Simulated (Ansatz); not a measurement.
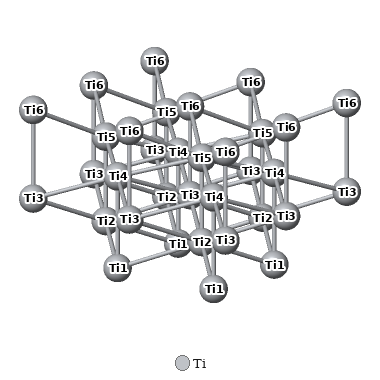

The system is H₂ on a Ti(111) slab cut from the Im-3m phase, its upper half relaxed before the scan (6 atoms of substrate and one adsorbate in a 1 × 1 cell); the picture shows it without the atoms that are moved over the map. 
- H2 lies flat over one site of a rigid substrate while its bond length and height are varied; it sits over a hollow of the top layer over the deeper atom Ti5, heights counted from the top plane, its axis along the long diagonal of the hexagonal surface cell.
- The first coordinate is: distance H7-H8; the second: height of the H2 axis above the plane of Ti6.
- The scan uses an 8 × 9 grid. At 16 points there is no value (left out: too close to the surface, or the stretched molecule far from it).
- Points are written as (first, second).
- Energies: eV, counted from the lowest grid point.
- Theory: Ansatz 0.2.0, DFT PBE, scalar-relativistic, plane waves, PAW. Settings: cutoff 420 eV, k-mesh 6×6×1, gaussian smearing 0.1 eV, no spin polarisation.

Range: distance H7-H8 from 0.650 to 2.650 Å; height of the H2 axis above the plane of Ti6 from 0.45 to 3.60 Å.

What landscape does the calculation give?

Answer. The lowest grid point is at (1.849 Å, 0.45 Å). It lies on the edge of the grid, but the force there points inwards, so the minimum lies inside the range. The highest grid point, (1.495 Å, 2.05 Å), lies 3.26 eV above the lowest. On the interpolated surface the lowest path from the intact molecule far from the surface, (0.750 Å, 3.60 Å), to the well of the stretched molecule, about (2.02 Å, 0.48 Å), has its top at (0.750 Å, 1.73 Å), about 0.2 eV above the start and 1.3 eV above the end.

```
second ↓, first →  0.650  0.750  0.919  1.181  1.495  1.849  2.235  2.650
             3.60   1.26   1.04   1.39   2.52      –      –      –      –
             3.00   1.28   1.06   1.41   2.52      –      –      –      –
             2.60   1.33   1.11   1.44   2.50      –      –      –      –
             2.05   1.45   1.20   1.48   2.38   3.26      –      –      –
             1.73   1.52   1.25   1.44   2.16   2.79   3.07   3.12   3.06
             1.41   1.56   1.22   1.29   1.75   2.07   2.15   2.12   2.12
             1.09   1.51   1.10   1.00   1.15   1.20   1.12   1.11   1.31
             0.77   1.54   1.04   0.74   0.60   0.42   0.27   0.35   0.88
             0.45   2.47   1.85   1.32   0.83   0.34   0.00   0.07      –
```

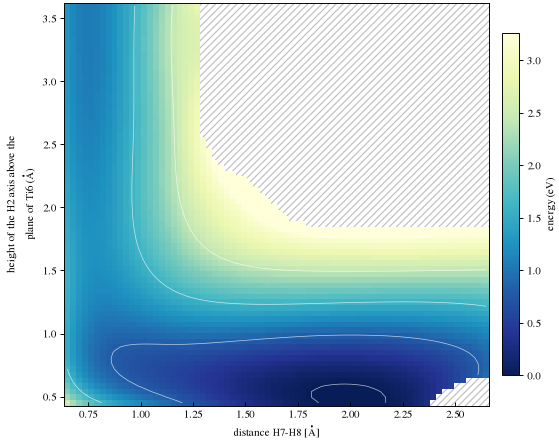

Drawn: a smooth colour map with a few white contour lines, hatched blanks where no value was computed. Between grid points the surface is interpolated.

Time for the 56 points that were run: 25 min on 1 thread of Arm Neoverse V1 (shared host).
